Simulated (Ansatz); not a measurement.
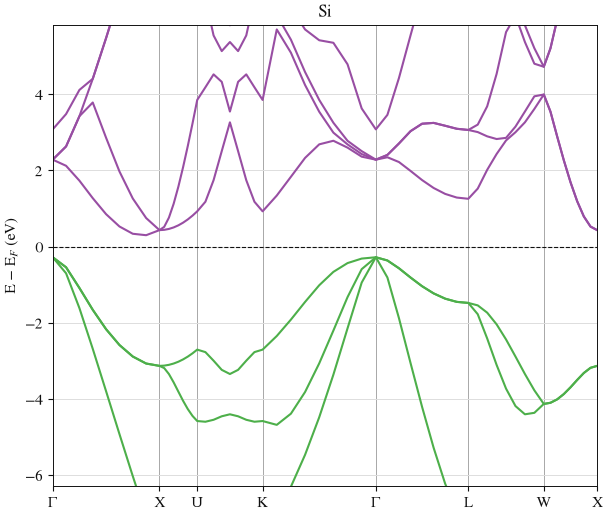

Band structure. Energies are counted from the Fermi level. The path runs straight from each named point to the next.

System: Si, space group Fd-3m (No. 227), 2 atoms in the cell.

Space group Fd-3m:1 (No. 227). a = 5.431 Å, b = 5.431 Å, c = 5.431 Å, α = 90.00°, β = 90.00°, γ = 90.00°
```csv
atom,site,symmetry,x,y,z
Si,8a,-43m,0.5000,0.0000,0.5000
```

Level of theory: DFT, PBE, all-electron PAW with datasets made for the crystal, scalar-relativistic, no spin polarisation, 12×12×12 k mesh, Fermi-Dirac smearing of 0.08 eV; code Ansatz 0.2.0.

Q: What does the band structure say about the gap?

A: The bands leave a gap. The gap along this path is 0.58 eV and indirect, from the valence-band top at Γ to the conduction-band bottom between Γ and X; the smallest direct gap is 2.56 eV, at Γ.

Q: How much do the top valence band and the lowest conduction band disperse along the path?

A: The top valence band spans 3.9 eV and the lowest conduction band 3.7 eV.
